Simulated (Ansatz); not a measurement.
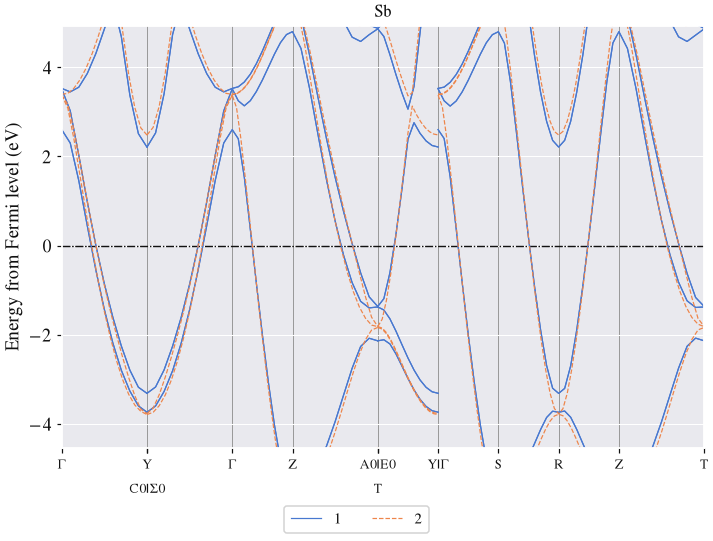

Band structures of Sb, space group Cmmm, 1 atom in the cell, by two methods on the same cell. Each is counted from its own Fermi level.

Which curve is which? The methods: PBE+SOC, r2SCAN.

Answer. 1 is PBE+SOC; 2 is r2SCAN. PBE+SOC gives a metal and r2SCAN gives a metal. Spin-orbit coupling splits levels that are degenerate without it.

Settings. PBE+SOC: DFT PBE, spin-orbit coupling, plane waves, PAW, 18×18×18 k mesh, 420 eV cutoff, Gaussian smearing of 0.1 eV (Ansatz). r2SCAN: DFT r2SCAN, scalar-relativistic, plane waves, PAW, no spin polarisation, 18×18×18 k mesh, 500 eV cutoff, Gaussian smearing of 0.1 eV (Ansatz 0.2.0).

The structure is an invented one, so it need not be a known or stable phase.
